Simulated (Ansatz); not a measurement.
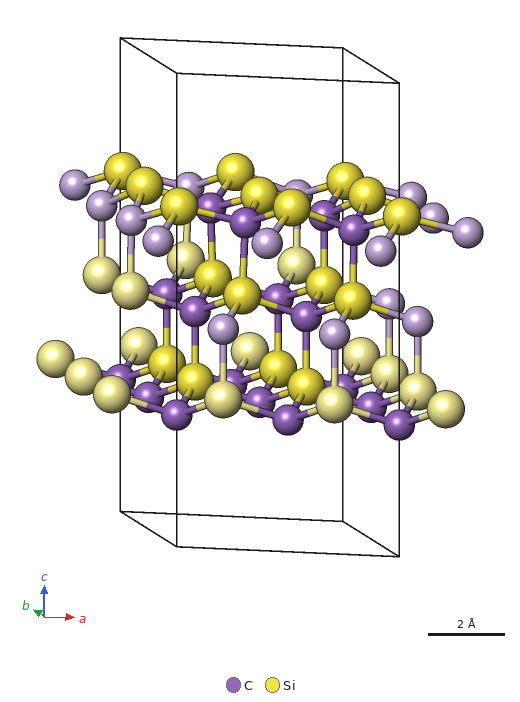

Figure 1. The structure as given in the input (ball-and-stick view of the cell of the calculation, with the vacuum cut short, seen slightly off an axis; neighbours outside the cell are drawn fainter).

## Run report: SiC, single-point calculation (part 1 of 2)

System: SiC (slab, 24 atoms in the cell).
Method: DFT PBE+D3(BJ), scalar-relativistic, plane waves, PAW, no spin polarisation (Ansatz 0.2.0).

The structure derives from an entry of the Crystallography Open Database. It belongs to a series of runs on one base structure; here: the slab at its places in the relaxed adsorbed structure. Figures and captions count atoms from 1; the log counts them from 0 in places.

### Input
```yaml
crystal:
  lattice:
    - [6.1499993378, 0.0, 0.0]
    - [-3.0749996689, 5.3260556598, 0.0]
    - [0.0, 0.0, 26.190235111]
  atoms:
    - { symbol: C, position: [0.5, 0.0, 0.3054573572] }
    - { symbol: C, position: [0.5, 0.5, 0.3054573572] }
    - { symbol: C, position: [0.0, 0.0, 0.3054573572] }
    - { symbol: C, position: [0.0, 0.5, 0.3054573572] }
    - { symbol: Si, position: [0.1666666667, 0.8333333333, 0.3294236055] }
    - { symbol: Si, position: [0.1666666667, 0.3333333333, 0.3294236055] }
    - { symbol: Si, position: [0.6666666667, 0.8333333333, 0.3294236055] }
    - { symbol: Si, position: [0.6666666667, 0.3333333333, 0.3294236055] }
    - { symbol: C, position: [0.6666666667, 0.8333333333, 0.4013223505] }
    - { symbol: C, position: [0.6666666667, 0.3333333333, 0.4013223505] }
    - { symbol: C, position: [0.1666666667, 0.8333333333, 0.4013223505] }
    - { symbol: C, position: [0.1666666667, 0.3333333333, 0.4013223505] }
    - { symbol: Si, position: [0.3302014252, 0.6647332885, 0.4252925876] }
    - { symbol: Si, position: [0.3363312366, 0.1654680677, 0.4258193489] }
    - { symbol: Si, position: [0.8329080139, 0.6685411791, 0.4233230132] }
    - { symbol: Si, position: [0.8340317526, 0.1675469729, 0.4254320019] }
    - { symbol: C, position: [0.8343719106, 0.6768886622, 0.4941885202] }
    - { symbol: C, position: [0.8390652338, 0.1696030625, 0.4976564977] }
    - { symbol: C, position: [0.3184987724, 0.6546312718, 0.4976280524] }
    - { symbol: C, position: [0.3486664856, 0.1604683508, 0.5007315142] }
    - { symbol: Si, position: [0.498208741, 0.4981857965, 0.5178038852] }
    - { symbol: Si, position: [0.5123502579, -0.0205908862, 0.5247931013] }
    - { symbol: Si, position: [-0.0177597297, 0.5008747766, 0.5225984049] }
    - { symbol: Si, position: [0.0139248695, 0.009998446, 0.5196270957] }
basis:
  ecutwfc: 420
kpoints:
  mp_grid: { grid: [3, 3, 1] }
hamiltonian:
  xc: pbe
  dispersion: d3bj
scf:
  occupations: { method: gaussian, width: 0.05 }
output:
  forces: true
  eigenvalues: true
  write_density: true
  volumetric_format: npy
efield:
  axis: 3
  dipole_correction: true
  ramp_width: 0.04
```

Hardware: 2 threads of Arm Neoverse V1, 24 GiB of memory available, shared host.

Command:
```bash
ansatz run input.yaml --threads 2 --pin off --max-ram 5120MiB --backend cpu --events-out ev --progress --plain --runs-dir out
```

### What the program printed
```
Engine: ansatz 0.2.0, aarch64-unknown-linux-gnu
Pseudopotentials: kind: paw
Pseudopotential: C, paw, valence charge 4, recommended cutoff 420 eV (normal), C.paw.azcp
Pseudopotential: Si, paw, valence charge 4, recommended cutoff 420 eV (normal), Si.paw.azcp
Functional definition: PBE
  parameter kappa = 0.804
  parameter beta = 0.06672455060314922
  exchange = pbe_x(kappa = kappa, mu = beta*pi^2/3)
  correlation = pbe_c(beta = beta)
Crystal: 24 atoms, lattice volume = 857.867 Å³
Basis set: ecut = 420 eV, 16833 PW (Γ), exchange–correlation on 90×90×360 points (8 copies of the dense FFT grid, shifted against one another)
Bands: 72, of which v1, the nominal top of the filled ones, is band 48 counted from 1 (47 counted from 0)
Symmetry: 1 space group operations
Space group: P1 (ITA 1), of the structure as read, at distance tolerance 9.5e-5 Å
k-points: 5 of 9 (time reversal used)
Non-local potential: C, projectors of the file, l = 0: 2, l = 1: 2, l = 2: 1
Non-local potential: Si, projectors of the file, l = 0: 2, l = 1: 2, l = 2: 2
PAW form: soft (Blöchl's): semilocal exchange-correlation on the pseudo side does not see the compensation charge
PAW one-centre angular grid: C, 110 points (default); XC on 64 Gauss nodes
PAW one-centre angular grid: Si, 110 points (default); XC on 64 Gauss nodes
Initial density: superposition of atomic densities (neutral atoms: chi_scale 0, normalization atom), corrected by the library's trained network
Initial wavefunctions: pseudopotential atomic-orbital guess
Functional: x = pbe(κ = 0.804, μ = 0.2195149727645171), c = pbe(β = 0.06672455060314922)
SCF iter   1: F=—  HF=-10635.406793 eV  |F-HF|=—  |Δ(HF+E_count)|=         —  Δρ=1.36e-2  dr2=2.84e1  ethr=1.77e-3  p=0.563 e·Å  D=1.19e-1 V/Å  ΔV_dip=-3.11 eV  dr2_dipole=1.11e1  V_vac-E_F(+/−)=4.25/7.37 eV  ⟨swp⟩=14.0  Hψ=2647  notcnv=0  defer=42
efield: sawtooth ramp at fractional position 0.8951 (placed from the atoms, in the widest stretch of the axis that holds none; the zero of the levels goes with the place), width 0.0400; the density the first Hamiltonian is built on has a dipole p = 0.563 e·Å; the dipole correction subtracts the counter field D = 1.19e-1 V/Å, which shifts the + side's vacuum level by -3.11 eV against the − side's; the planar-averaged density in the ramp window peaks in size at 2.1e-6 e/Å³
preconditioner: auto → LDOS  [insulator: Δε(μ)=0.066 eV  Ē_g=10.491 eV  σ=0.050 eV  W_gap=0.52  n_scr=92 (ndim 8)  ℏωp=12.4 eV  f_vac=0.628  D(μ)=10.63/eV (n_scr^D=54)  ε∞_Penn≈2.4  β→1.0]
SCF iter   2: F=—  HF=-10639.514703 eV  |F-HF|=—  |Δ(HF+E_count)|=    4.11e0  Δρ=2.87e-2  dr2=1.24e2  ethr=1.77e-3  p=0.041 e·Å  D=8.74e-3 V/Å  ΔV_dip=-0.23 eV  dr2_dipole=4.59e1  V_vac-E_F(+/−)=5.99/6.21 eV  ⟨swp⟩=3.2  Hψ=599  notcnv=0  defer=80  recentre
preconditioner: auto → Resta (q_TF=auto, 1.894 Å⁻¹)  ε∞=2.3  [insulator: Δε(μ)=0.816 eV  Ē_g=10.960 eV  σ=0.050 eV  W_gap=1.00  n_scr=92 (ndim 8)  ℏωp=12.4 eV  f_vac=0.630  D(μ)=0.00/eV (n_scr^D=0)  ε∞_Penn≈2.3  vacuum switching on, ρ_ref=8.7e-3 e/Å³  β→0.5]
SCF iter   3: F=—  HF=-10635.499761 eV  |F-HF|=—  |Δ(HF+E_count)|=    4.01e0  Δρ=1.71e-2  dr2=4.29e1  ethr=1.77e-3  p=0.331 e·Å  D=6.99e-2 V/Å  ΔV_dip=-1.83 eV  dr2_dipole=1.57e1  V_vac-E_F(+/−)=4.96/6.79 eV  ⟨swp⟩=3.2  Hψ=507  notcnv=0  defer=80
SCF iter   4: F=—  HF=-10635.080248 eV  |F-HF|=—  |Δ(HF+E_count)|=   4.20e-1  Δρ=5.56e-3  dr2=3.27e0  ethr=1.77e-3  p=0.393 e·Å  D=8.30e-2 V/Å  ΔV_dip=-2.17 eV  dr2_dipole=1.17e0  V_vac-E_F(+/−)=4.72/6.90 eV  ⟨swp⟩=1.0  Hψ=415  notcnv=0  defer=52
SCF iter   5: F=—  HF=-10635.079738 eV  |F-HF|=—  |Δ(HF+E_count)|=   5.09e-4  Δρ=5.66e-3  dr2=1.06e0  ethr=1.77e-3  p=0.401 e·Å  D=8.45e-2 V/Å  ΔV_dip=-2.21 eV  dr2_dipole=1.86e-1  V_vac-E_F(+/−)=4.58/6.79 eV  ⟨swp⟩=1.0  Hψ=264  notcnv=0  defer=52
SCF iter   6: F=—  HF=-10635.049766 eV  |F-HF|=—  |Δ(HF+E_count)|=   3.00e-2  Δρ=1.98e-3  dr2=9.81e-2  ethr=1.11e-3  p=0.411 e·Å  D=8.68e-2 V/Å  ΔV_dip=-2.27 eV  dr2_dipole=1.67e-2  V_vac-E_F(+/−)=4.51/6.78 eV  ⟨swp⟩=1.0  Hψ=264  notcnv=0  defer=63
SCF iter   7: F=—  HF=-10635.040917 eV  |F-HF|=—  |Δ(HF+E_count)|=   8.85e-3  Δρ=9.31e-4  dr2=1.29e-2  ethr=1.02e-4  p=0.393 e·Å  D=8.29e-2 V/Å  ΔV_dip=-2.17 eV  dr2_dipole=2.98e-4  V_vac-E_F(+/−)=4.49/6.66 eV  ⟨swp⟩=2.0  Hψ=513  notcnv=0  defer=86
SCF iter   8: F=—  HF=-10635.041038 eV  |F-HF|=—  |Δ(HF+E_count)|=   1.21e-4  Δρ=1.45e-3  dr2=5.49e-2  ethr=1.34e-5  p=0.389 e·Å  D=8.20e-2 V/Å  ΔV_dip=-2.15 eV  dr2_dipole=9.45e-3  V_vac-E_F(+/−)=4.49/6.63 eV  ⟨swp⟩=2.8  Hψ=458  notcnv=0  defer=86  recentre
SCF iter   9: F=—  HF=-10635.039588 eV  |F-HF|=—  |Δ(HF+E_count)|=   1.45e-3  Δρ=7.50e-4  dr2=4.68e-2  ethr=1.34e-5  p=0.388 e·Å  D=8.19e-2 V/Å  ΔV_dip=-2.14 eV  dr2_dipole=1.79e-2  V_vac-E_F(+/−)=4.49/6.63 eV  ⟨swp⟩=2.0  Hψ=269  notcnv=0  defer=86
SCF iter  10: F=—  HF=-10635.038975 eV  |F-HF|=—  |Δ(HF+E_count)|=   6.13e-4  Δρ=1.62e-4  dr2=1.65e-3  ethr=1.34e-5  p=0.381 e·Å  D=8.04e-2 V/Å  ΔV_dip=-2.11 eV  dr2_dipole=4.90e-4  V_vac-E_F(+/−)=4.51/6.61 eV  ⟨swp⟩=1.0  Hψ=264  notcnv=0  defer=86
SCF iter  11: F=—  HF=-10635.039045 eV  |F-HF|=—  |Δ(HF+E_count)|=   6.96e-5  Δρ=1.77e-4  dr2=5.61e-4  ethr=1.72e-6  p=0.380 e·Å  D=8.01e-2 V/Å  ΔV_dip=-2.10 eV  dr2_dipole=8.04e-6  V_vac-E_F(+/−)=4.50/6.60 eV  ⟨swp⟩=1.8  Hψ=275  notcnv=0  defer=86
SCF iter  12: F=—  HF=-10635.039023 eV  |F-HF|=—  |Δ(HF+E_count)|=   2.23e-5  Δρ=9.47e-5  dr2=1.81e-4  ethr=5.85e-7  p=0.379 e·Å  D=8.00e-2 V/Å  ΔV_dip=-2.10 eV  dr2_dipole=1.66e-5  V_vac-E_F(+/−)=4.50/6.59 eV  ⟨swp⟩=2.0  Hψ=347  notcnv=0  defer=86
SCF iter  13: F=—  HF=-10635.039003 eV  |F-HF|=—  |Δ(HF+E_count)|=   2.01e-5  Δρ=4.05e-5  dr2=4.30e-5  ethr=1.89e-7  p=0.379 e·Å  D=8.00e-2 V/Å  ΔV_dip=-2.09 eV  dr2_dipole=1.13e-5  V_vac-E_F(+/−)=4.50/6.59 eV  ⟨swp⟩=1.8  Hψ=376  notcnv=0  defer=86
SCF iter  14: F=—  HF=-10635.038799 eV  |F-HF|=—  |Δ(HF+E_count)|=   2.04e-4  Δρ=1.41e-5  dr2=2.23e-6  ethr=4.48e-8  p=0.380 e·Å  D=8.01e-2 V/Å  ΔV_dip=-2.10 eV  dr2_dipole=5.27e-8  V_vac-E_F(+/−)=4.50/6.59 eV  ⟨swp⟩=2.4  Hψ=548  notcnv=0  defer=96
SCF iter  15: F=—  HF=-10635.038802 eV  |F-HF|=—  |Δ(HF+E_count)|=   2.85e-6  Δρ=1.23e-5  dr2=1.65e-5  ethr=2.33e-9  p=0.380 e·Å  D=8.01e-2 V/Å  ΔV_dip=-2.10 eV  dr2_dipole=6.52e-6  V_vac-E_F(+/−)=4.50/6.59 eV  ⟨swp⟩=2.2  Hψ=483  notcnv=0  defer=96
SCF iter  16: F=—  HF=-10635.038804 eV  |F-HF|=—  |Δ(HF+E_count)|=   1.62e-6  Δρ=2.57e-5  dr2=2.85e-5  ethr=2.33e-9  p=0.380 e·Å  D=8.02e-2 V/Å  ΔV_dip=-2.10 eV  dr2_dipole=6.84e-6  V_vac-E_F(+/−)=4.49/6.59 eV  ⟨swp⟩=2.4  Hψ=386  notcnv=0  defer=96
SCF iter  17: F=—  HF=-10635.038803 eV  |F-HF|=—  |Δ(HF+E_count)|=   3.78e-7  Δρ=1.05e-5  dr2=3.73e-6  ethr=2.33e-9  p=0.380 e·Å  D=8.01e-2 V/Å  ΔV_dip=-2.10 eV  dr2_dipole=6.80e-7  V_vac-E_F(+/−)=4.49/6.59 eV  ⟨swp⟩=1.0  Hψ=264  notcnv=0  defer=96
SCF iter  18: F=—  HF=-10635.038803 eV  |F-HF|=—  |Δ(HF+E_count)|=   7.22e-8  Δρ=6.30e-6  dr2=2.06e-6  ethr=2.33e-9  p=0.380 e·Å  D=8.02e-2 V/Å  ΔV_dip=-2.10 eV  dr2_dipole=5.41e-7  V_vac-E_F(+/−)=4.49/6.59 eV  ⟨swp⟩=1.0  Hψ=264  notcnv=0  defer=96
SCF iter  19: F=—  HF=-10635.038803 eV  |F-HF|=—  |Δ(HF+E_count)|=   7.46e-9  Δρ=1.38e-6  dr2=1.19e-7  ethr=2.15e-9  p=0.380 e·Å  D=8.02e-2 V/Å  ΔV_dip=-2.10 eV  dr2_dipole=3.09e-8  V_vac-E_F(+/−)=4.49/6.59 eV  ⟨swp⟩=1.0  Hψ=264  notcnv=0  defer=96
SCF iter  20: F=—  HF=-10635.038803 eV  |F-HF|=—  |Δ(HF+E_count)|=   2.12e-8  Δρ=1.47e-6  dr2=1.95e-7  ethr=1.04e-10  p=0.380 e·Å  D=8.02e-2 V/Å  ΔV_dip=-2.10 eV  dr2_dipole=7.70e-8  V_vac-E_F(+/−)=4.49/6.59 eV  ⟨swp⟩=44.2  Hψ=3205  notcnv=0
SCF iter  21: F=-10635.038803 eV  HF=-10635.038803 eV  |F-HF|=1.09e-7  |Δ(HF+E_count)|=   1.74e-8  Δρ=1.19e-6  dr2=9.35e-8  ethr=1.04e-10  p=0.380 e·Å  D=8.02e-2 V/Å  ΔV_dip=-2.10 eV  dr2_dipole=2.78e-8  V_vac-E_F(+/−)=4.49/6.59 eV  ⟨swp⟩=10.6  Hψ=1219  notcnv=0
SCF 1 converged in 21 iterations: F = -10635.038803 eV  dr2 = 9.35e-8
  greatest PAW one-centre occupation: 0.668 electrons in one spin orbital (limit 2), on the C atom at site 0 (counted from 0), in its partial waves of l = 0
```

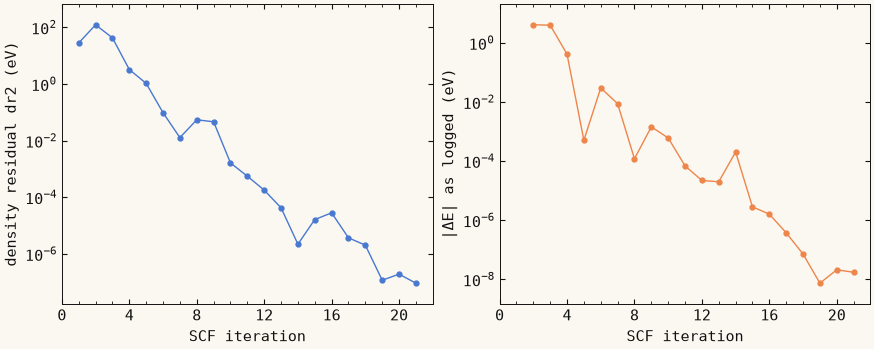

Figure 2. Convergence of the self-consistent field: density residual dr2 and size of the energy change against the SCF iteration. The residual falls unevenly and jumps up by a factor of two or more 3 times on the way down.

```
SCF converged after 21 iterations
Free energy (F): -10635.038803 eV
Harris-Foulkes:  -10635.038803 eV  (|F-HF|=1.09e-7)
Internal energy: -10635.025193 eV  (E = F + TS)
E sigma→0 (E₀):  -10635.031998 eV
Entropy (-TS):   -0.013610 eV (-0.567 meV/atom)
Fermi energy:    -0.974323 eV
Dipole field:    D = 0.080052 V/Å  (p = 0.379517 e·Å, saw-weighted, corrected)
Work function:   Φ+ = 4.4960 eV   Φ− = 6.5926 eV
Levels:          The Fermi level and band energies are counted from a zero that moves with the ramp; work functions are not
```
